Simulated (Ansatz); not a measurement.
# InP: one change and its effect

System: InP (F-43m, 2 atoms in the cell).
Method of run 1: Kohn-Sham DFT of a periodic cell, PBE, Ansatz PAW accurate, no spin polarisation (Ansatz 0.2.0).

The structure derives from an entry of the Crystallography Open Database. Text and figures count atoms from 1; the logs count them from 0 in places.

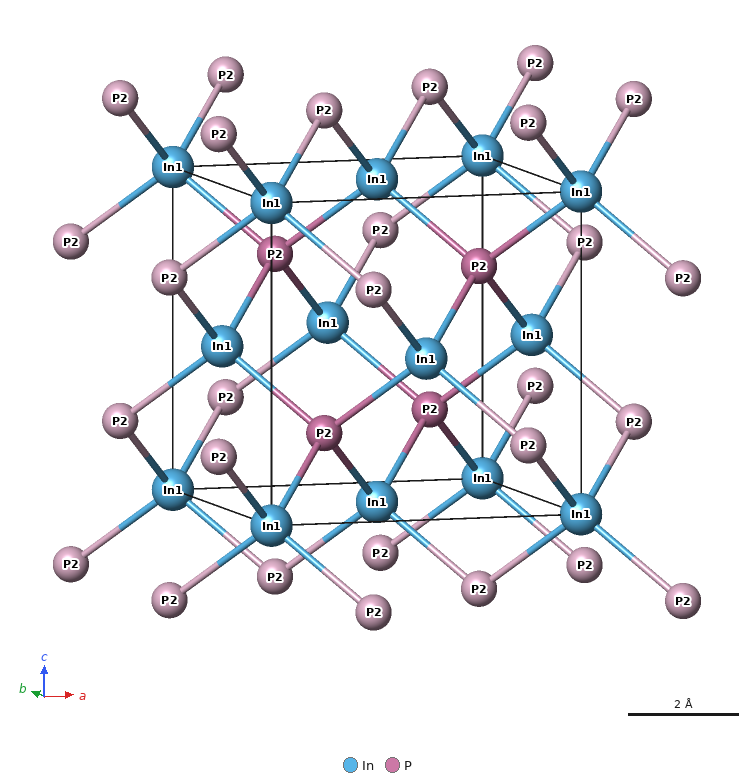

Fig. 1: The structure (ball-and-stick view of the cell 4 times as large as that of the calculation, set on its symmetry axes, seen slightly off an axis; neighbours outside the cell are drawn fainter; atoms are numbered from 1 in the order of the input). Near neighbours in the crystal (not all of them lie inside the picture): In has 4 P at 2.57 Å; P has 4 In at 2.57 Å.

### Input, run 1
```yaml
crystal:
  lattice:
    - [0.0, 2.9690636329, 2.9690636329]
    - [2.9690636329, 0.0, 2.9690636329]
    - [2.9690636329, 2.9690636329, 0.0]
  atoms:
    - { symbol: In, position: [0.0, 0.0, 0.0] }
    - { symbol: P, position: [0.75, 0.75, 0.75] }
hamiltonian:
  xc: pbe
  pseudopotentials: { kind: paw, level: accurate }
kpoints:
  mp_grid: { grid: [8, 8, 8] }
scf:
  occupations: { method: fermi_dirac, width: 0.05 }
output:
  forces: true
  stress: true
  eigenvalues: true
```

Launched with:
```bash
ansatz run input.yaml --threads 2 --pin off --max-ram 5120MiB --backend cpu --events-out ev --progress --plain --runs-dir out
```

Hardware: 2 threads of Intel Xeon @ 2.50GHz (Skylake/Cascade Lake), 189 GiB of memory available, shared host.

### Output, shortened to warnings, some set-up lines, iterations and results (run 1)
```
Basis set: ecut = 620 eV, 1837 PW (Γ), exchange–correlation on 72×72×72 points (8 copies of the dense FFT grid, shifted against one another)
Symmetry: 24 space group operations
k-points: 29 of 512 (time reversal used)
Initial density: superposition of atomic densities (chi_scale 0.1, normalization cell, long waves kept (reshape's long-wave potential 0.00 eV rms))
[...]
SCF iter   1: F=—  HF=-9723.238583 eV  |F-HF|=—  |Δ(HF+E_count)|=         —  Δρ=3.14e-2  dr2=8.09e-1  ethr=3.10e-3  ⟨swp⟩=5.1  Hψ=2551  notcnv=0
SCF iter   2: F=—  HF=-9723.050174 eV  |F-HF|=—  |Δ(HF+E_count)|=   1.88e-1  Δρ=1.46e-2  dr2=8.52e-2  ethr=3.10e-3  ⟨swp⟩=2.9  Hψ=926  notcnv=0
SCF iter   3: F=—  HF=-9723.041417 eV  |F-HF|=—  |Δ(HF+E_count)|=   8.76e-3  Δρ=6.06e-3  dr2=1.53e-2  ethr=3.28e-4  ⟨swp⟩=3.0  Hψ=867  notcnv=0
SCF iter   4: F=—  HF=-9723.041758 eV  |F-HF|=—  |Δ(HF+E_count)|=   3.41e-4  Δρ=1.43e-3  dr2=6.05e-4  ethr=5.90e-5  ⟨swp⟩=2.9  Hψ=863  notcnv=0
SCF iter   5: F=—  HF=-9723.041691 eV  |F-HF|=—  |Δ(HF+E_count)|=   6.70e-5  Δρ=2.84e-4  dr2=1.84e-5  ethr=2.33e-6  ⟨swp⟩=2.1  Hψ=813  notcnv=0
SCF iter   6: F=—  HF=-9723.041712 eV  |F-HF|=—  |Δ(HF+E_count)|=   2.11e-5  Δρ=1.64e-5  dr2=9.83e-8  ethr=3.85e-10  ⟨swp⟩=5.4  Hψ=2935  notcnv=0
SCF iter   7: F=-9723.041712 eV  HF=-9723.041712 eV  |F-HF|=4.87e-9  |Δ(HF+E_count)|=   1.79e-7  Δρ=2.62e-6  dr2=2.14e-9  ethr=3.78e-10  ⟨swp⟩=3.0  Hψ=1932  notcnv=0
SCF 1 converged in 7 iterations: F = -9723.041712 eV  dr2 = 2.14e-9
SCF converged after 7 iterations
Free energy (F): -9723.041712 eV
Harris-Foulkes:  -9723.041712 eV  (|F-HF|=4.87e-9)
Internal energy: -9723.041680 eV  (E = F + TS)
E sigma→0 (E₀):  -9723.041696 eV
Entropy (-TS):   -0.000032 eV (-0.016 meV/atom)
Fermi energy:    7.889588 eV
--- Per-component energies (eV) ---
  E_band       = -648.867973
  E_kinetic    = 522.817361
  E_local      = -6009.214401  (includes V_loc(G=0)·N_el)
  E_nonlocal   = 1465.450945
  E_hartree    = 2199.431140
  E_xc         = -740.439232
  E_vxc        = -270.223582  (∫ρ·V_xc dr)
  E_paw        = -4366.393106  (= ΣΔE_a, less E_core_relax)
  E_vpaw       = -756.560419  (= ΣTr[D̂ρ^β], less what the cores' own moments, if any, meet on the grid)
  E_core_relax = -0.000470  (the energy of the cores' relaxation)
  E_aug_tail   = -0.000052  (compensation charges beyond the density's cutoff)
  E_ewald      = -2794.693865
  E_smearing   = -0.000032  (= −TS)
  E_closure    = 0.000000  (closes the sum)
  Σ components = -9723.041712   (vs F -9723.041712, Δ=0.00e0)
--- Forces (eV/Å), atoms counted from 1 ---
  atom   1  In    -0.00000000     0.00000000    -0.00000000
  atom   2  P      0.00000000    -0.00000000     0.00000000
  max |Σ_I F_I| component: 7.40e-17 eV/Å
--- Stress (GPa, compression-positive) ---
        0.657097      -0.000000       0.000000
        0.000000       0.657097       0.000000
       -0.000000       0.000000       0.657097
  P = ⅓ Tr σ = 0.6571 GPa (6.571 kbar)
```

Run 2 used a changed input.

### The two runs side by side

```tsv
quantity	run 1	run 2
outcome	converged	converged
free energy per atom (eV)	−4861.5209	−930.4644
gap on the mesh (eV)	0.50	0.49
pressure (GPa)	0.66	0.82
largest force (eV/Å)	0.000	0.000
SCF iterations	7	7
irreducible k-points	29	29
plane waves at Γ	1837	1459
wall time (shared host)	6.4 s	3 s
```

Which change of the input explains these differences?

The change (lines with − go, lines with + come):
```diff
-  pseudopotentials: { kind: paw, level: accurate }
+  pseudopotentials: { kind: nc, source: spms }
```

The total energies belong to different models, so their difference says nothing on which is more stable or more accurate. The pressure goes from 0.66 to 0.82 GPa. The number of SCF iterations is the same. The default cutoff goes from 620 to 544.2 eV with the change. The plane waves at Γ go from 1837 to 1459. On the same kind of shared host run 2 took about 0.47 times as long.

### Output, shortened to warnings, some set-up lines, iterations and results (run 2)
```
Basis set: ecut = 544.22772491976 eV, 1459 PW (Γ), exchange–correlation on 64×64×64 points (8 copies of the dense FFT grid, shifted against one another)
Symmetry: 24 space group operations
k-points: 29 of 512 (time reversal used)
Initial density: superposition of atomic densities (chi_scale 0.1, normalization cell, long waves kept (reshape's long-wave potential 0.00 eV rms))
[...]
SCF iter   1: F=—  HF=-1861.136227 eV  |F-HF|=—  |Δ(HF+E_count)|=         —  Δρ=3.16e-2  dr2=8.35e-1  ethr=3.10e-3  ⟨swp⟩=6.1  Hψ=2507  notcnv=0
SCF iter   2: F=—  HF=-1860.934874 eV  |F-HF|=—  |Δ(HF+E_count)|=   2.01e-1  Δρ=1.38e-2  dr2=7.79e-2  ethr=3.10e-3  ⟨swp⟩=3.3  Hψ=887  notcnv=0
SCF iter   3: F=—  HF=-1860.928052 eV  |F-HF|=—  |Δ(HF+E_count)|=   6.82e-3  Δρ=6.08e-3  dr2=1.40e-2  ethr=4.33e-4  ⟨swp⟩=2.7  Hψ=589  notcnv=0
SCF iter   4: F=—  HF=-1860.928823 eV  |F-HF|=—  |Δ(HF+E_count)|=   7.72e-4  Δρ=4.07e-4  dr2=4.30e-5  ethr=7.80e-5  ⟨swp⟩=2.9  Hψ=579  notcnv=0
SCF iter   5: F=—  HF=-1860.928893 eV  |F-HF|=—  |Δ(HF+E_count)|=   7.02e-5  Δρ=8.77e-5  dr2=1.83e-6  ethr=2.39e-7  ⟨swp⟩=2.5  Hψ=670  notcnv=0
SCF iter   6: F=—  HF=-1860.928896 eV  |F-HF|=—  |Δ(HF+E_count)|=   2.17e-6  Δρ=2.49e-5  dr2=1.33e-7  ethr=5.56e-10  ⟨swp⟩=10.0  Hψ=2709  notcnv=0
SCF iter   7: F=-1860.928896 eV  HF=-1860.928896 eV  |F-HF|=5.78e-10  |Δ(HF+E_count)|=   5.27e-8  Δρ=6.81e-6  dr2=9.24e-9  ethr=5.56e-10  ⟨swp⟩=5.0  Hψ=1304  notcnv=0
SCF 1 converged in 7 iterations: F = -1860.928896 eV  dr2 = 9.24e-9
SCF converged after 7 iterations
Free energy (F): -1860.928896 eV
Harris-Foulkes:  -1860.928896 eV  (|F-HF|=5.78e-10)
Internal energy: -1860.928862 eV  (E = F + TS)
E sigma→0 (E₀):  -1860.928879 eV
Entropy (-TS):   -0.000033 eV (-0.017 meV/atom)
Fermi energy:    7.347315 eV
--- Per-component energies (eV) ---
  E_band       = -49.943154
  E_kinetic    = 976.928704
  E_local      = -1200.355662  (includes V_loc(G=0)·N_el)
  E_nonlocal   = -327.872833
  E_hartree    = 425.564269
  E_xc         = -530.340203
  E_vxc        = -349.771817  (∫ρ·V_xc dr)
  E_ewald      = -1204.853137
  E_smearing   = -0.000033  (= −TS)
  E_closure    = -0.000000  (closes the sum)
  Σ components = -1860.928896   (vs F -1860.928896, Δ=0.00e0)
--- Forces (eV/Å), atoms counted from 1 ---
  atom   1  In    -0.00000000     0.00000000    -0.00000000
  atom   2  P      0.00000000    -0.00000000    -0.00000000
  max |Σ_I F_I| component: 1.48e-16 eV/Å
--- Stress (GPa, compression-positive) ---
        0.822675       0.000000      -0.000000
       -0.000000       0.822675       0.000000
       -0.000000       0.000000       0.822675
  P = ⅓ Tr σ = 0.8227 GPa (8.227 kbar)
```
